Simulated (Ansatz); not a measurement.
# Two runs on ZnSe

System: ZnSe (4 atoms in the cell).
Method of the first run: DFT PBEsol, scalar-relativistic, plane waves, PAW, no spin polarisation (Ansatz 0.2.0).

The structure derives from a Materials Project entry. Text and figures count atoms from 1; the logs count them from 0 in places.

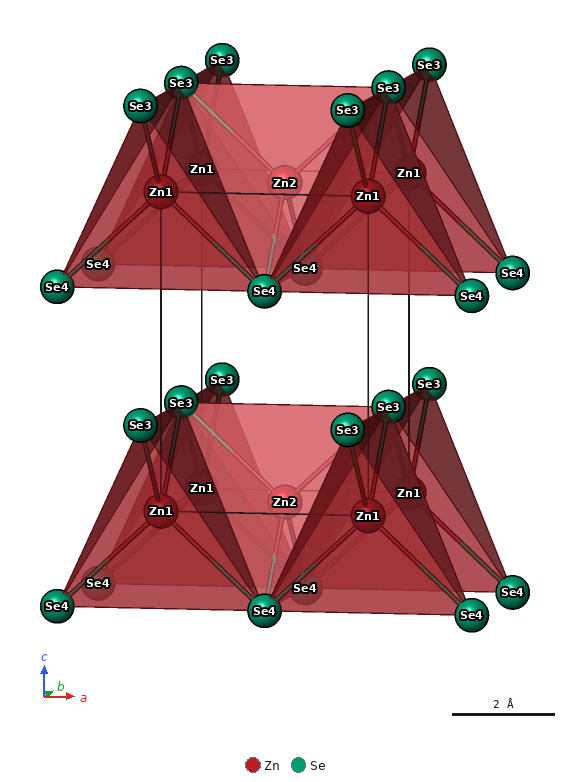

The input geometry (polyhedral view of the cell of the calculation, seen slightly off an axis; polyhedra are completed across the faces of the cell; atoms are numbered from 1 in the order of the input).

**The input, the first run**
```yaml
crystal:
  lattice:
    - [4.1733020009, 0.0, 0.0]
    - [0.0, 4.1733020009, 0.0]
    - [0.0, 0.0, 6.3494039895]
  atoms:
    - { symbol: Zn, position: [0.0, 0.0, 0.0] }
    - { symbol: Zn, position: [0.5, 0.5, 0.0] }
    - { symbol: Se, position: [0.0, 0.5, 0.3045226698] }
    - { symbol: Se, position: [0.5, 0.0, 0.6954773302] }
basis:
  ecutwfc: 420
kpoints:
  mp_grid: { grid: [8, 8, 6] }
hamiltonian:
  xc: pbesol
scf:
  occupations: { method: gaussian, width: 0.02 }
output:
  forces: true
  stress: true
  eigenvalues: true
```

Launched with:
```bash
ansatz run input.yaml --threads 1 --pin off --max-ram 1331MiB --backend cpu --events-out ev --progress --plain --runs-dir out
```

Hardware: 1 thread of an x86-64 CPU, shared host.

**Output, shortened to warnings, some set-up lines, iterations and results (the first run)**
```
Basis set: ecut = 420 eV, 2165 PW (Γ), exchange–correlation on 60×60×90 points (8 copies of the dense FFT grid, shifted against one another)
Symmetry: 16 space group operations
k-points: 60 of 384
Initial density: superposition of atomic densities (neutral atoms: chi_scale 0, normalization atom), corrected by the library's trained network
[...]
SCF iter   1: F=—  HF=-17410.358112 eV  |F-HF|=—  |Δ(HF+E_count)|=         —  Δρ=1.72e-3  dr2=5.01e-3  ethr=1.77e-3  ⟨swp⟩=6.8  Hψ=8311  notcnv=0
SCF iter   2: F=—  HF=-17410.354616 eV  |F-HF|=—  |Δ(HF+E_count)|=   3.50e-3  Δρ=1.19e-3  dr2=2.52e-3  ethr=8.95e-6  ⟨swp⟩=2.0  Hψ=3925  notcnv=0  defer=101
SCF iter   3: F=—  HF=-17410.355367 eV  |F-HF|=—  |Δ(HF+E_count)|=   7.51e-4  Δρ=5.67e-4  dr2=4.30e-4  ethr=4.50e-6  ⟨swp⟩=2.0  Hψ=3276  notcnv=0  defer=42
SCF iter   4: F=—  HF=-17410.355530 eV  |F-HF|=—  |Δ(HF+E_count)|=   1.63e-4  Δρ=2.97e-4  dr2=1.52e-4  ethr=7.68e-7  ⟨swp⟩=2.0  Hψ=2851  notcnv=0  defer=42
SCF iter   5: F=—  HF=-17410.355612 eV  |F-HF|=—  |Δ(HF+E_count)|=   8.17e-5  Δρ=2.93e-4  dr2=7.18e-5  ethr=2.71e-7  ⟨swp⟩=2.0  Hψ=2898  notcnv=0  defer=42
SCF iter   6: F=—  HF=-17410.355605 eV  |F-HF|=—  |Δ(HF+E_count)|=   6.83e-6  Δρ=1.52e-4  dr2=1.63e-5  ethr=1.28e-7  ⟨swp⟩=2.0  Hψ=3001  notcnv=0  defer=42
SCF iter   7: F=—  HF=-17410.355610 eV  |F-HF|=—  |Δ(HF+E_count)|=   5.59e-6  Δρ=3.80e-5  dr2=1.39e-6  ethr=2.90e-8  ⟨swp⟩=2.0  Hψ=2897  notcnv=0  defer=42
SCF iter   8: F=—  HF=-17410.355610 eV  |F-HF|=—  |Δ(HF+E_count)|=   5.67e-8  Δρ=1.16e-5  dr2=1.29e-7  ethr=2.48e-9  ⟨swp⟩=2.0  Hψ=3618  notcnv=0  defer=42
SCF iter   9: F=-17410.355611 eV  HF=-17410.355611 eV  |F-HF|=3.96e-8  |Δ(HF+E_count)|=   1.98e-7  Δρ=7.74e-6  dr2=5.33e-8  ethr=1.79e-10  ⟨swp⟩=6.7  Hψ=7355  notcnv=0
SCF 1 converged in 9 iterations: F = -17410.355611 eV  dr2 = 5.33e-8
SCF converged after 9 iterations
Free energy (F): -17410.355611 eV
Harris-Foulkes:  -17410.355611 eV  (|F-HF|=3.96e-8)
Internal energy: -17410.355611 eV  (E = F + TS)
E sigma→0 (E₀):  -17410.355611 eV
Fermi energy:    4.895477 eV
--- Per-component energies (eV) ---
  E_band       = -886.635108
  E_kinetic    = 487.007244
  E_local      = -9292.609992  (includes V_loc(G=0)·N_el)
  E_nonlocal   = 49.921247
  E_hartree    = 4263.159528
  E_xc         = -469.903952
  E_vxc        = -290.481249  (∫ρ·V_xc dr)
  E_paw        = -7322.901241  (= ΣΔE_a)
  E_vpaw       = -366.806924  (= ΣTr[D̂ρ^β])
  E_aug_tail   = -0.001939  (compensation charges beyond the density's cutoff)
  E_ewald      = -5128.638117
  E_core_change = 3.611611  (= ΣΔE_core)
  E_smearing   = -0.000000  (= −TS)
  E_closure    = 0.000000  (closes the sum)
  Σ components = -17410.355611   (vs F -17410.355611, Δ=0.00e0)
--- Forces (eV/Å), atoms counted from 1 ---
  atom   1  Zn     0.00000000     0.00000000     0.00000000
  atom   2  Zn     0.00000000     0.00000000    -0.00000000
  atom   3  Se    -0.00000000     0.00000000    -2.93358148
  atom   4  Se     0.00000000     0.00000000     2.93358148
  max |Σ_I F_I| component: 0.00e0 eV/Å
--- Stress (GPa, compression-positive) ---
       -7.884952       0.000000       0.000000
        0.000000      -7.884952       0.000000
        0.000000       0.000000     -17.481739
  P = ⅓ Tr σ = -11.0839 GPa (-110.839 kbar)
```

The input of the second run differs as follows (lines with − go, lines with + come):
```diff
-    - [4.1733020009, 0.0, 0.0]
-    - [0.0, 4.1733020009, 0.0]
-    - [0.0, 0.0, 6.3494039895]
+    - [4.0736902274, 0.0, 0.0]
+    - [0.0, 4.0736902274, 0.0]
+    - [0.0, 0.0, 5.837977002]
-    - { symbol: Se, position: [0.0, 0.5, 0.3045226698] }
-    - { symbol: Se, position: [0.5, 0.0, 0.6954773302] }
+    - { symbol: Se, position: [0.0, 0.5, 0.2392908796] }
+    - { symbol: Se, position: [0.5, 0.0, 0.7607091204] }
```

What does this change do to the results?

With the same functional and potentials, the second run lies 459.2 meV per atom lower. The gap on the mesh goes from 0.50 to 1.58 eV. The pressure goes from −11.08 to 1.42 GPa. The largest force goes from 2.934 to 0.658 eV/Å. The volume per atom goes from 27.65 to 24.22 Å³. The SCF takes 7 iterations against 9. The plane waves at Γ go from 2165 to 1891.

**Output, shortened to warnings, some set-up lines, iterations and results (the second run)**
```
Basis set: ecut = 420 eV, 1891 PW (Γ), exchange–correlation on 60×60×80 points (8 copies of the dense FFT grid, shifted against one another)
Symmetry: 16 space group operations
k-points: 60 of 384
Initial density: superposition of atomic densities (neutral atoms: chi_scale 0, normalization atom), corrected by the library's trained network
[...]
SCF iter   1: F=—  HF=-17412.193846 eV  |F-HF|=—  |Δ(HF+E_count)|=         —  Δρ=2.65e-3  dr2=5.72e-3  ethr=1.77e-3  ⟨swp⟩=6.6  Hψ=9065  notcnv=0
SCF iter   2: F=—  HF=-17412.192364 eV  |F-HF|=—  |Δ(HF+E_count)|=   1.48e-3  Δρ=1.09e-3  dr2=1.33e-3  ethr=1.02e-5  ⟨swp⟩=2.1  Hψ=3851  notcnv=0  defer=109
SCF iter   3: F=—  HF=-17412.192221 eV  |F-HF|=—  |Δ(HF+E_count)|=   1.43e-4  Δρ=7.57e-4  dr2=6.40e-4  ethr=2.37e-6  ⟨swp⟩=2.0  Hψ=3107  notcnv=0  defer=49
SCF iter   4: F=—  HF=-17412.192291 eV  |F-HF|=—  |Δ(HF+E_count)|=   6.93e-5  Δρ=2.17e-4  dr2=7.18e-5  ethr=1.14e-6  ⟨swp⟩=2.0  Hψ=2885  notcnv=0  defer=49
SCF iter   5: F=—  HF=-17412.192350 eV  |F-HF|=—  |Δ(HF+E_count)|=   5.96e-5  Δρ=9.09e-5  dr2=1.32e-5  ethr=1.28e-7  ⟨swp⟩=2.8  Hψ=2899  notcnv=0  defer=49
SCF iter   6: F=—  HF=-17412.192371 eV  |F-HF|=—  |Δ(HF+E_count)|=   2.03e-5  Δρ=2.46e-5  dr2=7.35e-7  ethr=2.36e-8  ⟨swp⟩=2.0  Hψ=3011  notcnv=0  defer=49
SCF iter   7: F=-17412.192372 eV  HF=-17412.192372 eV  |F-HF|=1.27e-7  |Δ(HF+E_count)|=   1.56e-6  Δρ=1.12e-5  dr2=9.16e-8  ethr=1.79e-10  ⟨swp⟩=6.6  Hψ=10195  notcnv=0
SCF 1 converged in 7 iterations: F = -17412.192372 eV  dr2 = 9.16e-8
SCF converged after 7 iterations
Free energy (F): -17412.192372 eV
Harris-Foulkes:  -17412.192372 eV  (|F-HF|=1.27e-7)
Internal energy: -17412.192372 eV  (E = F + TS)
E sigma→0 (E₀):  -17412.192372 eV
Fermi energy:    6.705723 eV
--- Per-component energies (eV) ---
  E_band       = -820.617862
  E_kinetic    = 500.987244
  E_local      = -9896.355169  (includes V_loc(G=0)·N_el)
  E_nonlocal   = 46.379432
  E_hartree    = 4593.827056
  E_xc         = -478.445646
  E_vxc        = -301.714627  (∫ρ·V_xc dr)
  E_paw        = -7318.070905  (= ΣΔE_a)
  E_vpaw       = -357.591014  (= ΣTr[D̂ρ^β])
  E_aug_tail   = -0.001816  (compensation charges beyond the density's cutoff)
  E_ewald      = -4864.124180
  E_core_change = 3.611611  (= ΣΔE_core)
  E_smearing   = -0.000000  (= −TS)
  E_closure    = -0.000000  (closes the sum)
  Σ components = -17412.192372   (vs F -17412.192372, Δ=0.00e0)
--- Forces (eV/Å), atoms counted from 1 ---
  atom   1  Zn     0.00000000     0.00000000     0.00000000
  atom   2  Zn     0.00000000     0.00000000     0.00000000
  atom   3  Se     0.00000000     0.00000000     0.65765287
  atom   4  Se     0.00000000     0.00000000    -0.65765287
  max |Σ_I F_I| component: 0.00e0 eV/Å
--- Stress (GPa, compression-positive) ---
        0.853559       0.000000       0.000000
        0.000000       0.853559       0.000000
        0.000000       0.000000       2.549063
  P = ⅓ Tr σ = 1.4187 GPa (14.187 kbar)
```

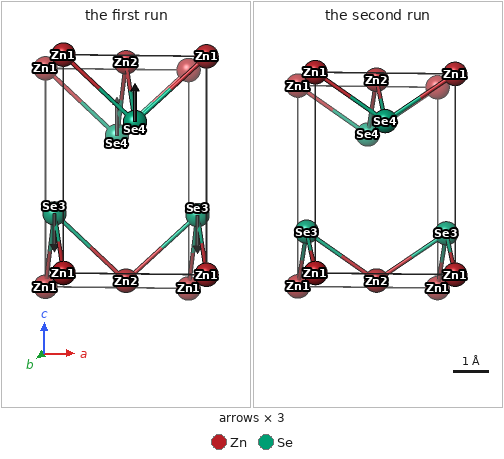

The two input geometries at one scale (ball-and-stick view of the cell of the calculation, seen at an oblique angle). The black arrows on the first give the shifts of the atoms relative to the cell, magnified 3 times. The largest moves relative to the cell, 0.38 Å, are those of Se3 and Se4. Zn stays in place. The drawn cell changes as follows: a = b 4.173 → 4.074 Å (−2.4 %), c 6.349 → 5.838 Å (−8.1 %); the volume changes by −12.4 %. Among the contacts that change: Zn1–Se3 2.845 → 2.470 Å.

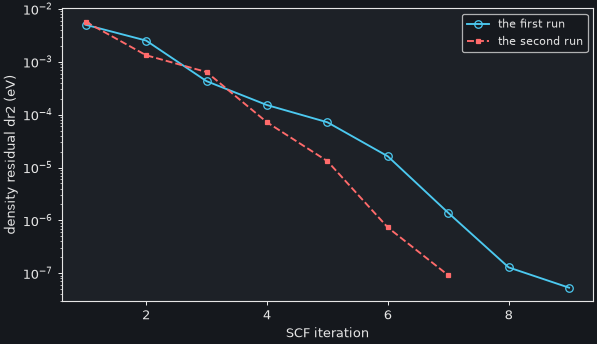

Convergence of the two runs: density residual dr2 against the SCF iteration. The first run takes 9 iterations in all, and the second run takes 7.

**The two runs side by side**

```csv
quantity,the first run,the second run
outcome,converged,converged
free energy per atom (eV),−4352.5889,−4353.0481
gap on the mesh (eV),0.50,1.58
pressure (GPa),−11.08,1.42
volume per atom (Å³),27.65,24.22
largest force (eV/Å),2.934,0.658
SCF iterations,9,7
irreducible k-points,60,60
plane waves at Γ,2165,1891
wall time (shared host),24 s,15 s
```
